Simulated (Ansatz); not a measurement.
Band-structure calculation, with input and output: Al₅GaAs₆

The run: band-structure calculation of Al₅GaAs₆ (12 atoms in the cell). Method and program: DFT PBEsol, scalar-relativistic, plane waves, PAW, no spin polarisation (Ansatz 0.2.0).

The structure was made by a generator, so it may or may not be a known phase. Figures and captions count atoms from 1; the log counts them from 0 in places.

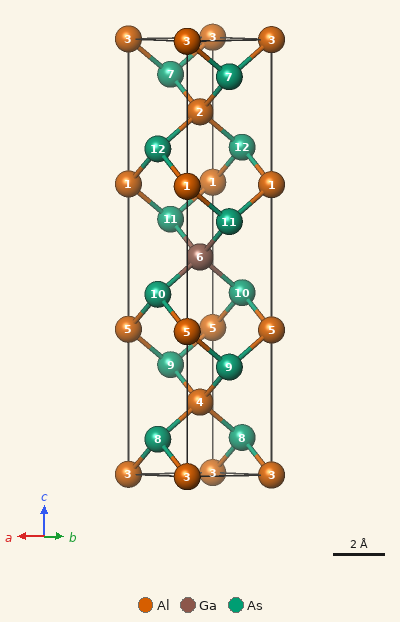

Fig. 1: The structure as given in the input (ball-and-stick view of the cell of the calculation, seen at an oblique angle; atoms are numbered from 1 in the order of the input). An atom can appear more than once, as a periodic image.

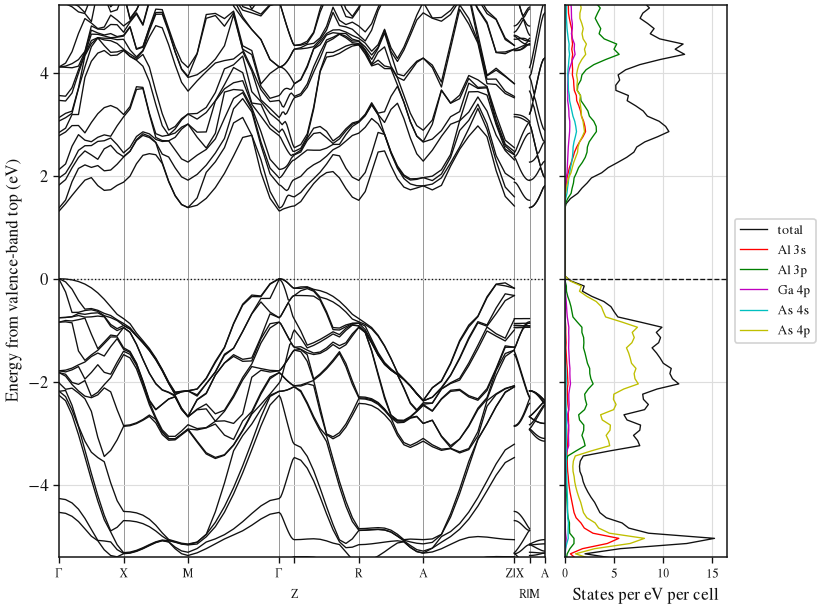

Fig. 2: Band structure along Γ–X–M–Γ–Z–R–A–Z|X–R|M–A and density of states (projected on Löwdin-orthogonalised atomic shells), with energies from the valence-band top. There is a gap of 1.32 eV on this path, direct, at Γ.

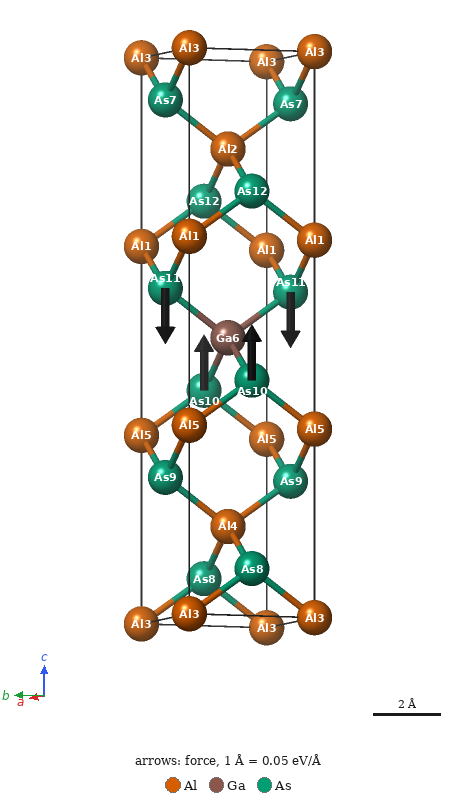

Fig. 3: Forces on the atoms as black arrows (ball-and-stick view of the cell of the calculation, seen at an oblique angle; atoms are numbered from 1 in the order of the input); the smallest are left out. The largest act on As10, As11 (0.09 eV/Å). The geometry is not a stationary point of this energy.

The input that produced these results follows, with the program's output.

### The input
```yaml
crystal:
  lattice:
    - [4.0541471, 0.0, 0.0]
    - [0.0, 4.0541471, 0.0]
    - [0.0, 0.0, 17.1817152]
  atoms:
    - { symbol: Al, position: [0.0, 0.0, 0.666894] }
    - { symbol: Al, position: [0.5, 0.5, 0.833458] }
    - { symbol: Al, position: [0.0, 0.0, 0.0] }
    - { symbol: Al, position: [0.5, 0.5, 0.166542] }
    - { symbol: Al, position: [0.0, 0.0, 0.333106] }
    - { symbol: Ga, position: [0.5, 0.5, 0.5] }
    - { symbol: As, position: [0.5, 0.0, 0.916733] }
    - { symbol: As, position: [0.0, 0.5, 0.083267] }
    - { symbol: As, position: [0.5, 0.0, 0.249829] }
    - { symbol: As, position: [0.0, 0.5, 0.416049] }
    - { symbol: As, position: [0.5, 0.0, 0.583951] }
    - { symbol: As, position: [0.0, 0.5, 0.750171] }
basis:
  ecutwfc: 420
kpoints:
  mp_grid: { grid: [8, 8, 2] }
  band_path:
    path:
      - [[0.0, 0.0, 0.0], [0.0, 0.5, 0.0], [0.5, 0.5, 0.0], [0.0, 0.0, 0.0], [0.0, 0.0, 0.5], [0.0, 0.5, 0.5], [0.5, 0.5, 0.5], [0.0, 0.0, 0.5]]
      - [[0.0, 0.5, 0.0], [0.0, 0.5, 0.5]]
      - [[0.5, 0.5, 0.0], [0.5, 0.5, 0.5]]
    npoints: 10
hamiltonian:
  xc: pbesol
scf:
  occupations: { method: gaussian, width: 0.02 }
  n_extra_bands: 30
output:
  forces: true
  stress: true
  eigenvalues: true
  populations: true
  dos: { projected: true, de: 0.02, nscf_kmesh: { grid: [12, 12, 3] } }
  bader: false
```

Command:
```bash
ansatz run input.yaml --threads 4 --pin off --max-ram 8192MiB --backend cpu --events-out ev --progress --plain --runs-dir out
```

### Output
```
scf.n_extra_bands = 30 over 59 filled bands (N_el = 118.0): the run solves 89 bands
Engine: ansatz 0.2.0, x86_64-unknown-linux-gnu
Pseudopotentials: kind: paw
Pseudopotential: Al, paw, valence charge 3, recommended cutoff 420 eV (normal), Al.paw.azcp
Pseudopotential: Ga, paw, valence charge 13, recommended cutoff 420 eV (normal), Ga.paw.azcp
Pseudopotential: As, paw, valence charge 15, recommended cutoff 420 eV (normal), As.paw.azcp
Functional definition: PBEsol
  exchange = pbesol_x
  correlation = pbesol_c
Crystal: 12 atoms, lattice volume = 282.401 Å³
Basis set: ecut = 420 eV, 5561 PW (Γ), exchange–correlation on 60×60×240 points (8 copies of the dense FFT grid, shifted against one another)
Bands: 89, of which v1, the nominal top of the filled ones, is band 59 counted from 1 (58 counted from 0)
Symmetry: 8 space group operations
Space group: P-4m2 (ITA 115), of the structure as read, at distance tolerance 6.6e-5 Å
k-points: 30 of 128
Non-local potential: Al, projectors of the file, l = 0: 2, l = 1: 2, l = 2: 1
Non-local potential: Ga, projectors of the file, l = 0: 2, l = 1: 2, l = 2: 3, l = 3: 1
Non-local potential: As, projectors of the file, l = 0: 2, l = 1: 2, l = 2: 3, l = 3: 1
PAW form: soft (Blöchl's): semilocal exchange-correlation on the pseudo side does not see the compensation charge
PAW frozen core: Al, regenerated for the run's functional, and the local potential with it (the file was generated under x = pbe(κ = 0.804, μ = 0.2195149727645171), c = pbe(β = 0.06672455060314922))
PAW frozen core: Ga, regenerated for the run's functional, and the local potential with it (the file was generated under x = pbe(κ = 0.804, μ = 0.2195149727645171), c = pbe(β = 0.06672455060314922))
PAW frozen core: As, regenerated for the run's functional, and the local potential with it (the file was generated under x = pbe(κ = 0.804, μ = 0.2195149727645171), c = pbe(β = 0.06672455060314922))
PAW one-centre angular grid: Al, 110 points (default); XC on 64 Gauss nodes
PAW one-centre angular grid: Ga, 590 points (default); XC on 64 Gauss nodes
PAW one-centre angular grid: As, 590 points (default); XC on 64 Gauss nodes
Initial density: superposition of atomic densities (neutral atoms: chi_scale 0, normalization atom), corrected by the library's trained network
Initial wavefunctions: pseudopotential atomic-orbital guess
Functional: x = pbesol(κ = 0.804, μ = 0.12345679012345678), c = pbesol(β = 0.046)
SCF iter   1: F=—  HF=-35249.010908 eV  |F-HF|=—  |Δ(HF+E_count)|=         —  Δρ=2.90e-3  dr2=4.37e-2  ethr=1.77e-3  ⟨swp⟩=6.0  Hψ=11128  notcnv=0  defer=162
preconditioner: auto → Resta (q_TF=auto, 2.359 Å⁻¹)  ε∞=2.9  [insulator: Δε(μ)=1.302 eV  Ē_g=12.107 eV  σ=0.020 eV  W_gap=1.00  n_scr=68 (ndim 8)  ℏωp=16.8 eV  f_vac=0.019  D(μ)=0.00/eV (n_scr^D=0)  ε∞_Penn≈2.9]
SCF iter   2: F=—  HF=-35248.998799 eV  |F-HF|=—  |Δ(HF+E_count)|=   1.21e-2  Δρ=1.56e-3  dr2=1.16e-2  ethr=3.70e-5  ⟨swp⟩=2.9  Hψ=4862  notcnv=0  defer=712
SCF iter   3: F=—  HF=-35248.997427 eV  |F-HF|=—  |Δ(HF+E_count)|=   1.37e-3  Δρ=4.63e-4  dr2=1.79e-3  ethr=9.80e-6  ⟨swp⟩=2.0  Hψ=2513  notcnv=0  defer=712
SCF iter   4: F=—  HF=-35248.997458 eV  |F-HF|=—  |Δ(HF+E_count)|=   3.07e-5  Δρ=1.68e-4  dr2=4.65e-4  ethr=1.52e-6  ⟨swp⟩=2.0  Hψ=2924  notcnv=0  defer=712
SCF iter   5: F=—  HF=-35248.997461 eV  |F-HF|=—  |Δ(HF+E_count)|=   3.05e-6  Δρ=8.76e-5  dr2=2.95e-5  ethr=3.94e-7  ⟨swp⟩=2.0  Hψ=2270  notcnv=0  defer=712
SCF iter   6: F=—  HF=-35248.997632 eV  |F-HF|=—  |Δ(HF+E_count)|=   1.71e-4  Δρ=3.09e-5  dr2=2.90e-6  ethr=2.50e-8  ⟨swp⟩=2.0  Hψ=3018  notcnv=0  defer=712
SCF iter   7: F=—  HF=-35248.997633 eV  |F-HF|=—  |Δ(HF+E_count)|=   9.27e-7  Δρ=1.06e-5  dr2=2.44e-7  ethr=2.45e-9  ⟨swp⟩=2.0  Hψ=3276  notcnv=0  defer=712
SCF iter   8: F=-35248.997633 eV  HF=-35248.997633 eV  |F-HF|=3.30e-8  |Δ(HF+E_count)|=   1.62e-7  Δρ=2.71e-6  dr2=1.47e-8  ethr=8.47e-11  ⟨swp⟩=12.0  Hψ=14641  notcnv=0
SCF 1 converged in 8 iterations: F = -35248.997633 eV  dr2 = 1.47e-8
  greatest PAW one-centre occupation: 0.999 electrons in one spin orbital (limit 2), on the As atom at site 10 (counted from 0), in its partial waves of l = 2
NSCF: frozen V_eff on 93 k-points
NSCF: frozen V_eff on 56 k-points
SCF converged after 8 iterations
Free energy (F): -35248.997633 eV
Harris-Foulkes:  -35248.997633 eV  (|F-HF|=3.30e-8)
Internal energy: -35248.997633 eV  (E = F + TS)
E sigma→0 (E₀):  -35248.997633 eV
Fermi energy:    6.810068 eV
--- Per-component energies (eV) ---
  E_band       = -1714.771275
  E_kinetic    = 846.636160
  E_local      = -16001.692311  (includes V_loc(G=0)·N_el)
  E_nonlocal   = -3530.782554
  E_hartree    = 8347.284623
  E_xc         = -734.161313
  E_vxc        = -675.245795  (∫ρ·V_xc dr)
  E_paw        = -14984.223115  (= ΣΔE_a)
  E_vpaw       = 951.746629  (= ΣTr[D̂ρ^β])
  E_aug_tail   = -0.000083  (compensation charges beyond the density's cutoff)
  E_ewald      = -9198.816285
  E_core_change = 6.757245  (= ΣΔE_core)
  E_smearing   = -0.000000  (= −TS)
  E_closure    = 0.000000  (closes the sum)
  Σ components = -35248.997633   (vs F -35248.997633, Δ=0.00e0)
--- Forces (eV/Å), atoms counted from 1 ---
  atom   1  Al     0.00000000     0.00000000    -0.00344821
  atom   2  Al    -0.00000000     0.00000000    -0.00016181
  atom   3  Al     0.00000000     0.00000000     0.00000000
  atom   4  Al     0.00000000     0.00000000     0.00016181
  atom   5  Al     0.00000000     0.00000000     0.00344821
  atom   6  Ga     0.00000000     0.00000000     0.00000000
  atom   7  As     0.00000000     0.00000000     0.00006885
  atom   8  As     0.00000000     0.00000000    -0.00006885
  atom   9  As     0.00000000     0.00000000     0.00063825
  atom  10  As    -0.00000000     0.00000000     0.08532344
  atom  11  As    -0.00000000     0.00000000    -0.08532344
  atom  12  As     0.00000000     0.00000000    -0.00063825
  max |Σ_I F_I| component: 2.08e-17 eV/Å
--- Stress (GPa, compression-positive) ---
       -2.075916       0.000000       0.000000
        0.000000      -2.075916       0.000000
        0.000000       0.000000      -2.072272
  P = ⅓ Tr σ = -2.0747 GPa (-20.747 kbar)
--- Band table (eV; the first three rows and the last of 30) ---
  k-point 0: bands = ["-28.4745", "-28.4745", "-28.4738", "-28.4737", "-28.4533", "-28.4529", "-28.4500", "-28.4500", "-28.4434", "-28.4434", "-28.3430", "-28.3427", "-28.3423", "-28.3423", "-28.3418", "-28.3417", "-28.3416", "-28.3416", "-28.3409", "-28.3409", "-28.3407", "-28.3407", "-28.3333", "-28.3331", "-28.3327", "-28.3326", "-28.3326", "-28.3323", "-28.3313", "-28.3313", "-8.2838", "-8.2149", "-8.2149", "-8.1779", "-8.1617", "-5.6864", "-5.3551", "-5.2703", "-4.4406", "-4.3715", "-3.7375", "0.5713", "1.6137", "1.8834", "3.8861", "3.9665", "3.9665", "4.1274", "4.3295", "4.3295", "4.3641", "4.3641", "5.3088", "5.3088", "5.3948", "5.3948", "6.1378", "6.1521", "6.1521", "7.4678", "7.5292", "7.9744", "8.1114", "8.2753", "8.9296", "8.9941", "9.2164", "9.2838", "9.6148", "9.7091", "10.2654", "10.2654", "10.2662", "11.5127", "11.5127", "11.6398", "11.6398", "13.0300", "13.0534", "13.9769", "13.9769", "14.1624", "14.1624", "14.3491", "14.6911", "14.8141", "15.0834", "15.2721", "15.4695"]
  k-point 1: bands = ["-28.4745", "-28.4745", "-28.4738", "-28.4737", "-28.4533", "-28.4529", "-28.4500", "-28.4500", "-28.4434", "-28.4434", "-28.3430", "-28.3427", "-28.3423", "-28.3423", "-28.3417", "-28.3417", "-28.3416", "-28.3416", "-28.3409", "-28.3409", "-28.3407", "-28.3407", "-28.3333", "-28.3330", "-28.3327", "-28.3326", "-28.3326", "-28.3323", "-28.3313", "-28.3313", "-8.2838", "-8.2149", "-8.2149", "-8.1779", "-8.1617", "-5.6397", "-5.5319", "-4.9425", "-4.8648", "-3.9742", "-3.9117", "0.7517", "1.0842", "2.6803", "2.9393", "4.0534", "4.0534", "4.0730", "4.0730", "4.7665", "4.7665", "4.8221", "4.8221", "5.1580", "5.3673", "5.8265", "5.8265", "5.9671", "5.9671", "7.5640", "7.7432", "8.0793", "8.4580", "8.5572", "8.5679", "8.6247", "8.6971", "9.6660", "9.6932", "9.9379", "9.9403", "10.6100", "10.6100", "10.6831", "10.6831", "12.6856", "12.6856", "12.8501", "12.8501", "13.1967", "13.3665", "14.1319", "14.3538", "14.8900", "15.1077", "15.1188", "15.2681", "15.2681", "15.3732"]
  k-point 2: bands = ["-28.4746", "-28.4745", "-28.4737", "-28.4735", "-28.4533", "-28.4529", "-28.4500", "-28.4500", "-28.4434", "-28.4433", "-28.3429", "-28.3426", "-28.3423", "-28.3422", "-28.3417", "-28.3416", "-28.3416", "-28.3416", "-28.3410", "-28.3410", "-28.3408", "-28.3407", "-28.3332", "-28.3330", "-28.3327", "-28.3325", "-28.3325", "-28.3323", "-28.3314", "-28.3314", "-8.2809", "-8.2202", "-8.2147", "-8.1766", "-8.1628", "-5.5843", "-5.2631", "-5.1818", "-4.3875", "-4.3192", "-3.7322", "0.6245", "1.4928", "1.7449", "3.3258", "3.4457", "3.4944", "4.0105", "4.0509", "4.0607", "4.4119", "4.4453", "5.0377", "5.3435", "5.4256", "5.4471", "5.4852", "5.8478", "6.1159", "7.8480", "8.1852", "8.4170", "8.5215", "8.9531", "9.1046", "9.2631", "9.5787", "9.5868", "9.9432", "10.0323", "10.2542", "10.3644", "10.7255", "11.3879", "11.5026", "11.5593", "11.6388", "12.7884", "12.9335", "13.4363", "13.4968", "13.5061", "13.5808", "14.3888", "14.8999", "15.0613", "15.0842", "15.3169", "15.3658"]
  k-point 29: bands = ["-28.4755", "-28.4742", "-28.4723", "-28.4723", "-28.4536", "-28.4536", "-28.4508", "-28.4499", "-28.4423", "-28.4423", "-28.3429", "-28.3428", "-28.3422", "-28.3418", "-28.3412", "-28.3411", "-28.3409", "-28.3409", "-28.3409", "-28.3409", "-28.3399", "-28.3399", "-28.3331", "-28.3331", "-28.3325", "-28.3325", "-28.3319", "-28.3319", "-28.3318", "-28.3318", "-8.2639", "-8.2639", "-8.1929", "-8.1802", "-8.1649", "-3.7647", "-3.7647", "-3.7516", "-3.7516", "-3.6595", "-3.6595", "-0.0539", "0.8235", "0.8247", "0.8617", "1.0033", "1.0854", "2.9980", "3.0510", "3.3418", "3.3418", "3.6925", "3.7115", "3.7155", "3.7440", "3.7793", "3.7793", "3.7884", "3.7884", "7.9565", "7.9565", "8.1157", "8.1157", "8.4346", "8.8063", "8.8143", "9.0358", "10.4367", "10.4367", "11.3158", "11.5256", "11.6219", "11.6219", "11.9975", "12.1908", "14.9076", "14.9076", "15.0804", "15.0804", "15.4502", "15.4744", "15.5929", "15.6617", "16.3307", "16.3412", "16.3454", "16.4081", "16.4193", "17.1929"]
--- Löwdin populations: 12 sites ---
  site symbol       q [e]
     0     Al      2.6204
     1     Al      2.6137
     2     Al      2.6135
     3     Al      2.6137
     4     Al      2.6204
     5     Ga     12.9410
     6     As     15.3373
     7     As     15.3373
     8     As     15.3377
     9     As     15.1716
    10     As     15.1716
    11     As     15.3377
  spilling = 0.002407 (of n_electrons = 118.000000)
```

### File populations.tsv
```
# site	symbol	l	j	q
# orbitals = lowdin
# n_electrons = 118.000000
# spilling = 0.002407
0	Al	0_3S	-	0.903630
0	Al	1_3P	-	1.716770
1	Al	0_3S	-	0.900496
1	Al	1_3P	-	1.713179
2	Al	0_3S	-	0.900106
2	Al	1_3P	-	1.713368
3	Al	0_3S	-	0.900496
3	Al	1_3P	-	1.713179
4	Al	0_3S	-	0.903630
4	Al	1_3P	-	1.716770
5	Ga	0_4S	-	1.143277
5	Ga	1_4P	-	1.808727
5	Ga	2_3D	-	9.989011
6	As	0_4S	-	1.476830
6	As	1_4P	-	3.863860
6	As	2_3D	-	9.996620
7	As	0_4S	-	1.476830
7	As	1_4P	-	3.863860
7	As	2_3D	-	9.996620
8	As	0_4S	-	1.477848
8	As	1_4P	-	3.863258
8	As	2_3D	-	9.996622
9	As	0_4S	-	1.481373
9	As	1_4P	-	3.693327
9	As	2_3D	-	9.996910
10	As	0_4S	-	1.481373
10	As	1_4P	-	3.693327
10	As	2_3D	-	9.996910
11	As	0_4S	-	1.477848
11	As	1_4P	-	3.863258
11	As	2_3D	-	9.996622
```

### Key numbers

- outcome: converged
- space group (tolerance 0.01 Å): P-4m2 (115)
- electrons treated: 118
- free energy: −35248.9976 eV
- Fermi energy: 6.810 eV
- gap on the k-point mesh: 1.32 eV
- gap on the band path: 1.32 eV
- pressure: −2.07 GPa
- largest force (length of the vector): 0.085 eV/Å
- hardware: 4 threads of Intel Xeon @ 2.50GHz (Skylake/Cascade Lake), 176 GiB of memory available, shared host
- wall time: 93 s (CPU time 6 min)
- peak memory: 1.9 GiB
